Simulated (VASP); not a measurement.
# SiC (Moissanite 3C): time-dependent DFT spectra, part 3 of 5

Aim: the absorption of SiC (Moissanite 3C) from time-dependent DFT with and without exact exchange. The cell is of the zinc-blende type, one of the forms listed for this formula. The start is a cell from a database of measured crystal structures.

VASP 6.6.1, plane waves and PAW; the level of theory is named at each step.

So far, lowest excitation (eV): step 4 (casida equation on LDA, time-dependent LDA, Casida form) 4.51; step 5 (random-phase approximation on LDA, RPA spectrum on LDA) 4.52.

## (8) Empty bands, functional HSE06

Level of this step: HSE06; plane waves and PAW (Si, C) (VASP).

ALGO = Exact diagonalises the converged Hamiltonian in one step, and LOPTICS writes the k-derivatives of the orbitals (WAVEDER), which give the transition dipoles.

The input, INCAR:

```
SYSTEM = SiC
PREC = Accurate
ENCUT = 420
ISMEAR = 0
SIGMA = 0.01
LREAL = .FALSE.
LHFCALC = .TRUE.
AEXX = 0.25
GGA = PE
HFSCREEN = 0.2
LASPH = .TRUE.
NBANDS = 24
PRECFOCK = Fast
ALGO = Exact
NELM = 1
LWAVE = .TRUE.
LCHARG = .FALSE.
LOPTICS = .TRUE.
NEDOS = 1000
CSHIFT = 0.1
```

The input, POSCAR:

```
SiC
1.0
    0.0000000000      2.1790000000      2.1790000000
    2.1790000000      0.0000000000      2.1790000000
    2.1790000000      2.1790000000      0.0000000000
Si C
1 1
Direct
    0.0000000000      0.0000000000      0.0000000000
    0.7500000000      0.7500000000      0.7500000000
```

The input, KPOINTS:

```
Automatic mesh
0
Gamma
6 6 6
0 0 0
```

The projector-augmented-wave data sets are Si and C (PBE family, release 64).

The run starts from files that an earlier step left in the folder.

Started as:

```
mpirun -np 8 vasp_std
```

Log:

```text
[banner, memory and clock lines left out]
running    8 mpi-ranks, on    1 nodes
[...]
[... a notice as in an earlier step ...]

 LDA part: xc-table for (Slater+PW92), standard interpolation
 found WAVECAR, reading the header
  number of bands has changed, file:    10 present:    24
  trying to continue reading WAVECAR, but it might fail
 POSCAR, INCAR and KPOINTS ok, starting setup
[...]
reading WAVECAR
 random initialization beyond band           10
 the WAVECAR file was read successfully
 initial charge from wavefunction
 entering main loop
       N       E                     dE             d eps       ncg     rms          rms(c)
DIA:   1    -0.174585052980E+02   -0.17459E+02    0.00000E+00     0   0.000E+00
   1 F= -.17458505E+02 E0= -.17458505E+02  d E =-.459110E-24
 writing wavefunctions
 optical routines
 imaginary and real dielectric function
 recalculating local potential from charge density
 direction            1
 direction            2
 direction            3
```

Run time: 54 s. Hardware: 8 MPI ranks of Intel Xeon 6975P-C (Granite Rapids), shared host; peak memory 1.7 GiB; 5.6 min of CPU time.

Parts of OUTCAR (step 8):

```text
 POSITION                                       TOTAL-FORCE (eV/Angst)
 -----------------------------------------------------------------------------------
      0.00000      0.00000      0.00000        -0.000000     -0.000000     -0.000000
      3.26850      3.26850      3.26850         0.000000      0.000000      0.000000
 -----------------------------------------------------------------------------------
    total drift:                               -0.000013      0.000003     -0.000004

  FREE ENERGIE OF THE ION-ELECTRON SYSTEM (eV)
  ---------------------------------------------------
  free  energy   TOTEN  =       -17.4585052980 eV

  energy  without entropy=      -17.4585052980  energy(sigma->0) =      -17.45850530

[... 2 parts as in an earlier step ...]

[... 1 further part left out ...]
[key lines of the parts left out:]
E-fermi :   7.5510
```

## (9) Casida equation on HSE06

This step: time-dependent HSE06, Casida form; plane waves and PAW (Si, C) (VASP 6.6.1).

The Casida equation, in the Tamm-Dancoff approximation (ANTIRES = 0), couples the pairs by a local exchange-correlation kernel and by exact exchange, which attracts electron and hole.

The input, INCAR:

```
SYSTEM = SiC
PREC = Accurate
ENCUT = 420
ISMEAR = 0
SIGMA = 0.01
LREAL = .FALSE.
LHFCALC = .TRUE.
AEXX = 0.25
GGA = PE
HFSCREEN = 0.2
LASPH = .TRUE.
NBANDS = 24
PRECFOCK = Fast
ALGO = TDHF
NBANDSO = 4
NBANDSV = 4
OMEGAMAX = 25
NEDOS = 1000
CSHIFT = 0.1
LWAVE = .FALSE.
LCHARG = .FALSE.
ANTIRES = 0
LFXC = .TRUE.
LADDER = .TRUE.
```

POSCAR is that of step 8.

KPOINTS is that of step 8.

The WAVECAR or CHGCAR of an earlier step is read.

Started as:

```
mpirun -np 8 vasp_std
```

Log:

```text
[banner, memory and clock lines left out]
 LDA part: xc-table for (Slater+PW92), standard interpolation
 found WAVECAR, reading the header
 POSCAR, INCAR and KPOINTS ok, starting setup
 FFT: planning ... GRIDC
 FFT: planning ... GRID_SOFT
 FFT: planning ... GRID
 reading WAVECAR
 the WAVECAR file was read successfully
 initial charge from wavefunction
 available memory per node:    130.89 GB, setting MAXMEM to    134035

 The Fermi energy was updated, please check that it is located mid-gap
 values below the HOMO (VB) or above the LUMO (CB) will cause erroneous energies
 E-fermi :   8.6087

 the WAVEDER file was read successfully
 responsefunction array rank=     232
 LDA part: xc-table for (Slater+PW92), standard interpolation

 Doing            0  frequencies on each core in blocks of            0
 parallelization over k-points
 Using distributed matrix
 Using distributed eigensolver
 allocating two-electron 4 orbital integral table    4    4    4    4
 BSE setting up matrix
 available memory per node:    131.15 GB, setting MAXMEM to    134294
 Calculate matrix elements of the BSE Hamiltonian:
 Workload is divided into blocks of two-electron 4 orbital integrals computed in
  parallel.
 Each block/integral has dimensions  of (   4,   4,   4,   4) orbitals
 Total number of blocks/integrals:                23436
 Number of spins:                                     1
 Number of kpoints:                                 216
 Spin channel:                                        1
  Number of blocks of unoccupied bands:               1
  Number of blocks of occupied bands:                 1
 Number of rows/columns of blocks:                  216

                                                        Time (sec)
               Integrals                 Ranks       Real         CPU
  [         1 -       1728/     23436]     8         0.23        0.00
  [      1729 -       3456/     23436]     8         0.47        0.00
  [      3457 -       5184/     23436]     8         0.69        0.00
  [      5185 -       6912/     23436]     8         0.90        0.00
  [      6913 -       8640/     23436]     8         1.14        0.00
  [      8641 -      10368/     23436]     8         1.37        0.00
  [     10369 -      12096/     23436]     8         1.59        0.00
  [     12097 -      13824/     23436]     8         1.80        0.00
  [     13825 -      15552/     23436]     8         2.01        0.00
  [     15553 -      17280/     23436]     8         2.23        0.00
  [     17281 -      19008/     23436]     8         2.48        0.00
  [     19009 -      20736/     23436]     8         2.70        0.00
  [     20737 -      22464/     23436]     8         2.92        0.00
  [     22465 -      23328/     23436]     8         3.07        0.00
  [     23329 -      23436/     23436]     8         3.09        0.00

[... 5 parts as in an earlier step ...]
```

It took 8.2 s on 8 MPI ranks; peak memory 2.4 GiB.

Parts of OUTCAR (step 9):

```text
   NELECT =       8.0000    total number of electrons

 E-fermi :   8.6087

[... 8 parts as in an earlier step ...]

[... 2 further parts left out ...]
```

Numbers from this step:

* lowest excitation: 5.676 eV

The imaginary dielectric function, xx has structure finer than the step of the table below, so its rows give means over 2 eV, whole bins alone (the curve runs from 0 to 25 eV). Peaks (eV: height): 5.7: 9.65, 6.6: 27.4, 7.2: 21.8, 7.6: 45.5, 9.3: 10.6, 12.1: 9.13.

From 4 filled and 4 empty bands alone, without any pair above OMEGAMAX = 25 eV, so strength is missing wherever others contribute; lines are broadened by CSHIFT, which also makes the tail under the first line. The imaginary dielectric function, xx by photon energy; means over each step:

| photon energy (eV) | imaginary dielectric function, xx |
| --- | --- |
| 2 | 0.0479 |
| 4 | 0.210 |
| 6 | 8.29 |
| 8 | 14.2 |
| 10 | 6.56 |
| 12 | 4.10 |
| 14 | 1.19 |
| 16 | 0.491 |
| 18 | 0.329 |
| 20 | 0.186 |
| 22 | 0.0556 |
| 24 | 0.0249 |

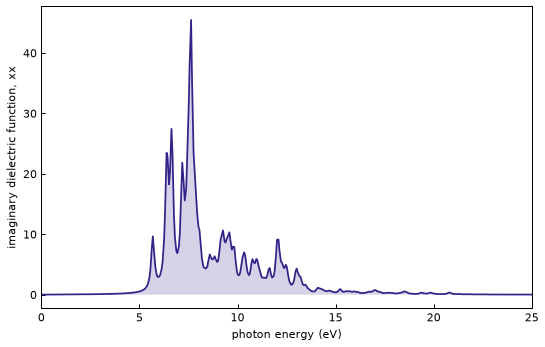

Imaginary dielectric function, xx against photon energy.

Some of the lowest 40 states alone, with states under 2.5 meV apart joined, scaled to the strongest line shown. Exciton lines, with heights relative to the strongest:

| position (eV) | lines merged | oscillator strength |
| --- | --- | --- |
| 5.676 | 3 | 0.0 |
| 5.682 | 3 | 38 |
| 6.386 | 3 | 0.0 |
| 6.395 | 3 | 85 |
| 6.422 | 3 | 0.0 |
| 6.425 | 3 | 1.1 |
| 6.635 | 3 | 0.0 |
| 6.641 | 3 | 100 |
| 6.681 | 2 | 0.0 |
| 6.684 | 3 | 0.0 |
| 6.692 | 1 | 0.0 |

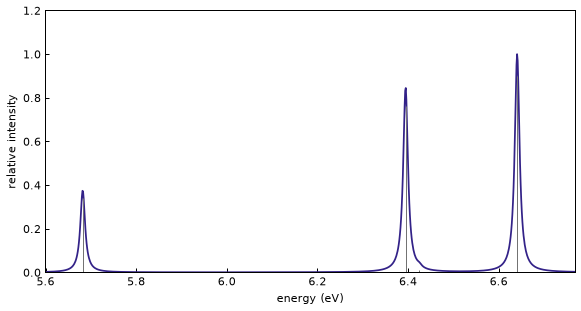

The exciton spectrum, broadened with Lorentzians of width 0.013 eV; bars mark the lines.

The lowest excitation lies at 5.676 eV, -77 meV against the direct gap of these orbitals, a distance that this coarse mesh makes far too large. It is dark; the first state with over 2 % of the strongest strength among the lowest 40 lies at 5.682 eV. Peak heights aren't converged with the mesh, least of all at the onset.

## (10) Random-phase approximation on HSE06

This step: RPA spectrum on HSE06; plane waves and PAW (Si, C) (VASP 6.6.1).

With the exchange-correlation kernel off, only the local fields remain: the random-phase approximation.

INCAR: that of step 9 with these lines changed.

```diff
@@ -22,3 +22,3 @@
 ANTIRES = 0
-LFXC = .TRUE.
-LADDER = .TRUE.
+LFXC = .FALSE.
+LADDER = .FALSE.
```

POSCAR is that of step 9.

KPOINTS is that of step 9.

Started as:

```
mpirun -np 8 vasp_std
```

Log:

```text
[banner, memory and clock lines left out]
 LDA part: xc-table for (Slater+PW92), standard interpolation
 found WAVECAR, reading the header
 POSCAR, INCAR and KPOINTS ok, starting setup
 FFT: planning ... GRIDC
 FFT: planning ... GRID_SOFT
 FFT: planning ... GRID
 reading WAVECAR
 the WAVECAR file was read successfully
 initial charge from wavefunction
 available memory per node:    129.67 GB, setting MAXMEM to    132781

 Doing            0  frequencies on each core in blocks of            0
 parallelization over k-points
 Using distributed matrix
 Using distributed eigensolver
 allocating two-electron 4 orbital integral table    4    4    4    4
 BSE setting up matrix
 available memory per node:    129.49 GB, setting MAXMEM to    132594
 Calculate matrix elements of the BSE Hamiltonian:
 Workload is divided into blocks of two-electron 4 orbital integrals computed in
  parallel.
 Each block/integral has dimensions  of (   4,   4,   4,   4) orbitals
 Total number of blocks/integrals:                23436
 Number of spins:                                     1
 Number of kpoints:                                 216
 Spin channel:                                        1
  Number of blocks of unoccupied bands:               1
  Number of blocks of occupied bands:                 1
 Number of rows/columns of blocks:                  216

                                                        Time (sec)
               Integrals                 Ranks       Real         CPU
  [         1 -       1728/     23436]     8         0.16        0.00
  [      1729 -       3456/     23436]     8         0.30        0.00
  [      3457 -       5184/     23436]     8         0.45        0.00
  [      5185 -       6912/     23436]     8         0.57        0.00
  [      6913 -       8640/     23436]     8         0.69        0.00
  [      8641 -      10368/     23436]     8         0.85        0.00
  [     10369 -      12096/     23436]     8         1.01        0.00
  [     12097 -      13824/     23436]     8         1.18        0.00
  [     13825 -      15552/     23436]     8         1.31        0.00
  [     15553 -      17280/     23436]     8         1.46        0.00
  [     17281 -      19008/     23436]     8         1.61        0.00
  [     19009 -      20736/     23436]     8         1.82        0.00
  [     20737 -      22464/     23436]     8         2.00        0.00
  [     22465 -      23328/     23436]     8         2.08        0.00
  [     23329 -      23436/     23436]     8         2.10        0.00

[... 7 parts as in an earlier step ...]
```

Wall time 8.6 s (8 MPI ranks); peak memory 2.4 GiB.

From OUTCAR (step 10):

```text
   NELECT =       8.0000    total number of electrons

 E-fermi :   8.6087

[... 8 parts as in an earlier step ...]

[... 2 further parts left out ...]
```

Numbers from this step:

| Property | Result |
| --- | --- |
| lowest excitation | 5.754 eV |

The imaginary dielectric function, xx has structure finer than the step of the table below, so its rows give means over 1 eV, whole bins alone (the curve runs from 0 to 25 eV). Peaks (eV: height): 6.8: 18.3, 7.3: 10.5, 8.0: 38.7, 10.0: 14.5, 12.6: 13.3, 13.3: 9.93.

From 4 filled and 4 empty bands alone, without any pair above OMEGAMAX = 25 eV, so strength is missing wherever others contribute; lines are broadened by CSHIFT, which also makes the tail under the first line. Table of imaginary dielectric function, xx by photon energy; means over each step:

| photon energy (eV) | imaginary dielectric function, xx |
| --- | --- |
| 1 | 0.0138 |
| 2 | 0.0306 |
| 3 | 0.0559 |
| 4 | 0.105 |
| 5 | 0.302 |
| 6 | 2.37 |
| 7 | 8.51 |
| 8 | 17.9 |
| 9 | 6.57 |
| 10 | 8.58 |
| 11 | 5.44 |
| 12 | 5.14 |
| 13 | 8.18 |
| 14 | 2.85 |
| 15 | 1.42 |
| 16 | 0.908 |
| 17 | 0.906 |
| 18 | 0.626 |
| 19 | 0.622 |
| 20 | 0.394 |
| 21 | 0.356 |
| 22 | 0.120 |
| 23 | 0.0619 |
| 24 | 0.0663 |

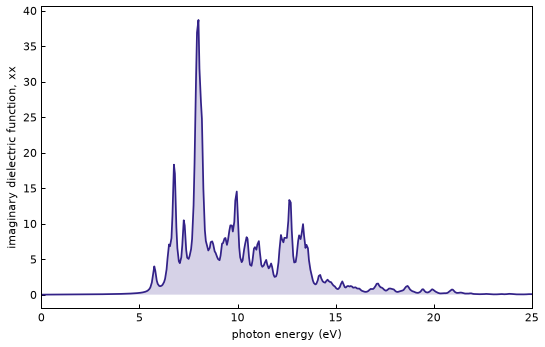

Imaginary dielectric function, xx, plotted against photon energy.

The lowest excitation lies at 5.754 eV, +1 meV against the direct gap of these orbitals. It is dark; the first state with over 2 % of the strongest strength among the lowest 40 lies at 5.759 eV. Peak heights aren't converged with the mesh, least of all at the onset.

(Part 3 of 5 ends here.)

[Lines on the potential files, build, host, timing and source positions are cut from VASP's logs without a mark.]

[Logs are printed without paths, hosts, clocks, repeated set-up lines and the standing remarks that a program may print on its own settings, such as how far it seeks lower states.]

[Hosts, paths, dates, database ids (printed as entryN), source tags and the programs' standing remarks are cut or masked in the printed files.]

[Pressures printed for these runs are not shown converged in the cutoff: they can be off by several GPa and have the wrong sign.]
